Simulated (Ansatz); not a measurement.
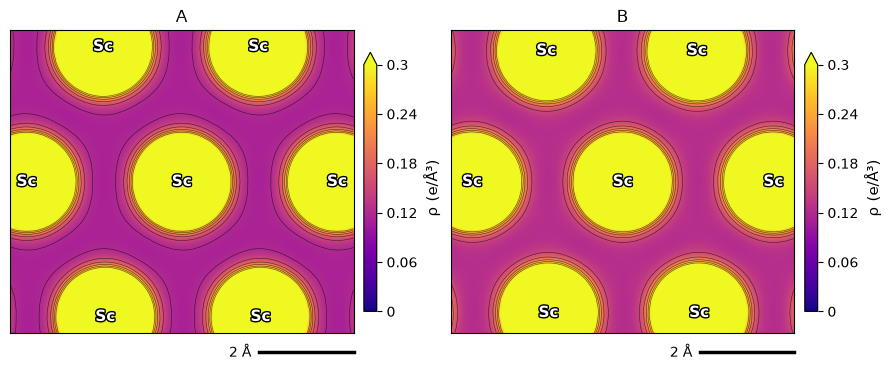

Sc. The valence pseudo-density of two cells that differ in size, on the (001) plane of each (indices in the axes of the calculation cell), at one length scale and on one colour scale; one has 23.1 and the other 25.2 Å³ an atom.

Space group I4/mmm; computed without spin polarisation.

Computed with DFT PBEsol, scalar-relativistic, plane waves, PAW in Ansatz.

The density is the valence pseudo-density of a PAW calculation; it isn't the true density close to the nuclei.

### Which is the denser cell? Describe the effect of the change.

Panel B is the smaller cell, by 9 % in volume. From the larger cell to the smaller, Sc–Sc goes from 3.28 to 3.19 Å, and the density at its midpoint from 0.11 to 0.12 e/Å³; the pressure goes from −3.2 to 1.3 GPa.
